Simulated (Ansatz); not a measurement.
**Energy of Sb along an even scaling of the cell**

System: Sb (2 atoms in the cell).
Method: DFT, LDA (PW92), plane waves (420 eV) with PAW, scalar-relativistic, no spin polarisation (Ansatz 0.2.0).

The 6 runs differ only in the geometry, by an even scaling of the cell at fixed fractional positions.

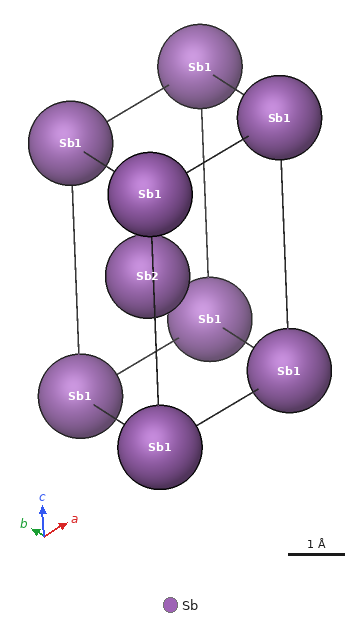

Figure 1. The structure of run 4 (spheres-only view of the reduced cell, seen slightly off an axis; atoms are numbered from 1 in the order of the input).

### Input of run 4
```yaml
crystal:
  lattice:
    - [-2.9831650487, 2.9850967778, 1.5937195316]
    - [2.9850967778, -2.9831650487, 1.5937195316]
    - [3.0182096721, 3.0182096721, -1.5901815661]
  atoms:
    - { symbol: Sb, position: [0.9999743445, 2.56555e-05, 0.0] }
    - { symbol: Sb, position: [0.7500256555, 0.2499743445, 0.5] }
hamiltonian:
  xc: lda
  pseudopotentials:
    kind: paw
    azcp:
      Sb: "pseudopotentials/Sb.paw.azcp"
basis:
  ecutwfc: 420
  fft_grid_basis: typed
kpoints:
  mp_grid: { grid: [13, 13, 9], shift: [0, 0, 0] }
magnetization:
  spin_polarized: false
scf:
  occupations: { method: fermi_dirac, width: 0.1 }
  lower_state_search: "off"
output:
  stress: true
```

Run 3 differs from it as follows:
```diff
-    - [-2.9831650487, 2.9850967778, 1.5937195316]
-    - [2.9850967778, -2.9831650487, 1.5937195316]
-    - [3.0182096721, 3.0182096721, -1.5901815661]
+    - [-2.9444182598, 2.9463248987, 1.5730195324]
+    - [2.9463248987, -2.9444182598, 1.5730195324]
+    - [2.9790077067, 2.9790077067, -1.5695275197]
```

### Results, with one run withheld

```csv
run,volume per atom (Å³),"free energy per atom, from the lowest run given (meV)",pressure (GPa)
1,25.404,36.69,6.84
2,26.509,2.90,3.10
3,27.613,?,?
4,28.718,0.00,−2.29
5,29.822,22.66,−4.22
6,30.927,57.23,−5.76
```

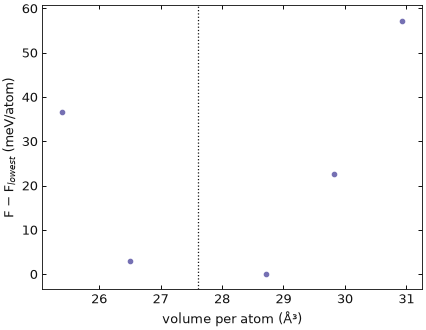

Figure 2. Free energy per atom of the runs given; the dotted line marks run 3.

Fit the runs given and predict run 3.

A cubic polynomial in V^(−2/3) (the Birch–Murnaghan form), fitted to the 5 runs given, misses them by at most 0.01 meV per atom. With x = V^(−2/3) − 0.10806 Å⁻², it reads F = −6.0591 − 2740.2 x + 1.0675e+06 x² + 2.5382e+06 x³ (meV per atom). At run 3 it gives −7.80 meV per atom, and the run itself gives −7.81. The slope of the fit gives a pressure −dF/dV of 0.11 GPa there, and the run prints 0.11 GPa. The fit has its minimum at 27.660 Å³ per atom, where V d²F/dV² gives 66.3 GPa. Cell shape and fractional positions are held, so this is the stiffness under even scaling; the relaxed bulk modulus wasn't computed.

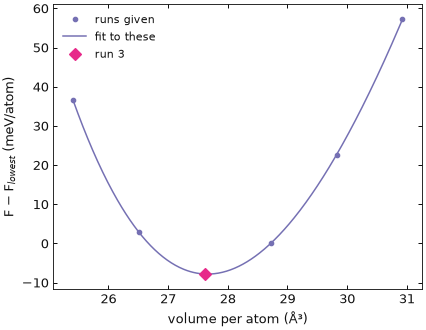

Figure 3. The fit and the withheld run.

### Output, shortened to warnings, some set-up lines, iterations and results (run 3)
```
Warning: [file] the record states the generating functional pbe (its physics header spells it `PBE`), which answers neither for hamiltonian.xc's functional nor for the lda family's — results may be inconsistent (PPs are generated against a specific XC)
Basis set: ecut = 420 eV, 1111 PW (Γ)
Symmetry: 4 space group operations
k-points: 413 of 1521
Initial density: superposition of atomic densities (neutral atoms: chi_scale 0, normalization atom), corrected by the library's trained network
[...]
SCF iter   1: F=—  HF=-12671.453056 eV  |F-HF|=—  |Δ(HF+E_count)|=         —  Δρ=6.93e-3  dr2=1.12e-2  ethr=1.77e-3  ⟨swp⟩=5.8  Hψ=39137  notcnv=0
SCF iter   2: F=—  HF=-12671.447997 eV  |F-HF|=—  |Δ(HF+E_count)|=   5.06e-3  Δρ=4.01e-3  dr2=4.03e-3  ethr=3.72e-5  ⟨swp⟩=1.5  Hψ=11514  notcnv=0
SCF iter   3: F=—  HF=-12671.446513 eV  |F-HF|=—  |Δ(HF+E_count)|=   1.48e-3  Δρ=6.92e-4  dr2=2.59e-4  ethr=1.34e-5  ⟨swp⟩=2.0  Hψ=11972  notcnv=0
SCF iter   4: F=—  HF=-12671.446553 eV  |F-HF|=—  |Δ(HF+E_count)|=   3.93e-5  Δρ=9.12e-4  dr2=2.01e-4  ethr=8.64e-7  ⟨swp⟩=2.0  Hψ=14095  notcnv=0
SCF iter   5: F=—  HF=-12671.446395 eV  |F-HF|=—  |Δ(HF+E_count)|=   1.58e-4  Δρ=6.20e-5  dr2=2.72e-6  ethr=6.70e-7  ⟨swp⟩=2.0  Hψ=14060  notcnv=0
SCF iter   6: F=—  HF=-12671.446394 eV  |F-HF|=—  |Δ(HF+E_count)|=   8.22e-7  Δρ=2.14e-5  dr2=2.91e-7  ethr=9.07e-9  ⟨swp⟩=2.1  Hψ=14115  notcnv=0
SCF iter   7: F=-12671.446394 eV  HF=-12671.446394 eV  |F-HF|=2.34e-9  |Δ(HF+E_count)|=   9.49e-8  Δρ=2.97e-6  dr2=4.61e-9  ethr=3.33e-10  ⟨swp⟩=5.0  Hψ=30053  notcnv=0
SCF 1 converged in 7 iterations: F = -12671.446394 eV  dr2 = 4.61e-9
SCF converged after 7 iterations
Free energy (F): -12671.446394 eV
Harris-Foulkes:  -12671.446394 eV  (|F-HF|=2.34e-9)
Internal energy: -12671.409884 eV  (E = F + TS)
E sigma→0 (E₀):  -12671.428139 eV
Entropy (-TS):   -0.036509 eV (-18.255 meV/atom)
Fermi energy:    10.938775 eV
--- Per-component energies (eV) ---
  E_band       = -307.554853
  E_kinetic    = 417.533556
  E_local      = -2986.951937  (includes V_loc(G=0)·N_el)
  E_nonlocal   = 731.976233
  E_hartree    = 1357.122726
  E_xc         = -276.673175
  E_vxc        = -195.818710  (∫ρ·V_xc dr)
  E_paw        = -8852.085436  (= ΣΔE_a)
  E_vpaw       = -988.542368  (= ΣTr[D̂ρ^β])
  E_aug_tail   = -0.000004  (compensation charges beyond the density's cutoff)
  E_ewald      = -3063.449495
  E_core_change = 1.117647  (= ΣΔE_core)
  E_smearing   = -0.036509  (= −TS)
  E_closure    = -0.000000  (closes the sum)
  Σ components = -12671.446394   (vs F -12671.446394, Δ=0.00e0)
--- Stress (GPa, compression-positive) ---
        0.367379      -0.021850       0.011492
       -0.021850       0.367379       0.011492
        0.011492       0.011492      -0.400792
  P = ⅓ Tr σ = 0.1113 GPa (1.113 kbar)
```

The program warns: the PAW datasets were made with another functional.
